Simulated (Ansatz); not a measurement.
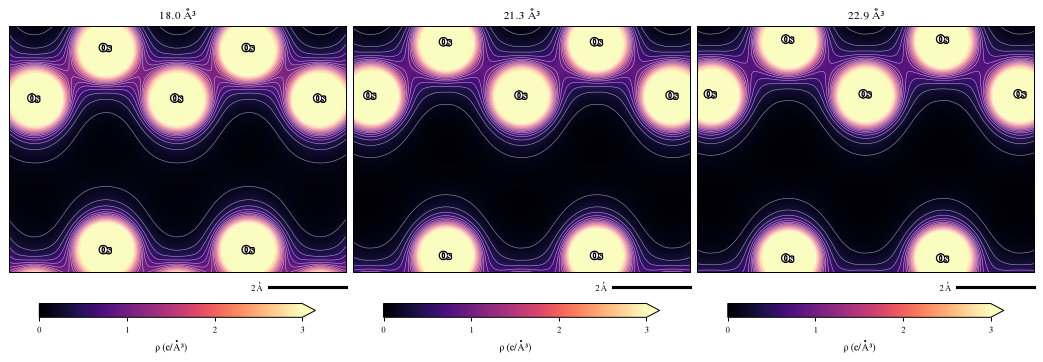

Os. The valence charge density (pseudo) of cells scaled evenly to different volumes (given per atom above each panel), on the (011̄) plane of each (indices in the axes of the cell below), at one length scale and on one colour scale.

A generated structure, not necessarily the stable one; computed without spin polarisation.

These are results of DFT, LDA (PW92), plane waves (420 eV) with PAW, scalar-relativistic in Ansatz 0.2.0, not measurements.

In a PAW calculation such maps are meaningful between the atoms, not at the nuclei.

The largest cell:

```
Os
1.0
     0.00000    2.84167    2.84167
     2.84167    0.00000    2.84167
     2.84167    2.84167    0.00000
Os
2
Direct
  0.12500 0.12500 0.12500
  0.87500 0.87500 0.87500
```

| volume (Å³/atom) | Os–Os contact in the plane (Å) | ρ at its midpoint (e/Å³) | 
| --- | --- | --- |
| 18.03 | 2.271 | 1.076 | 
| 20.49 | 2.370 | ? | 
| 21.31 | 2.401 | 0.858 | 
| 22.95 | 2.461 | 0.775 | 

What values belong in the row with question marks?

Answer. Over the known rows ln ρ falls by 1.73 per Å of Os–Os distance (a least-squares line), which gives 0.906 e/Å³ at 2.370 Å; the calculation gives 0.906 e/Å³.
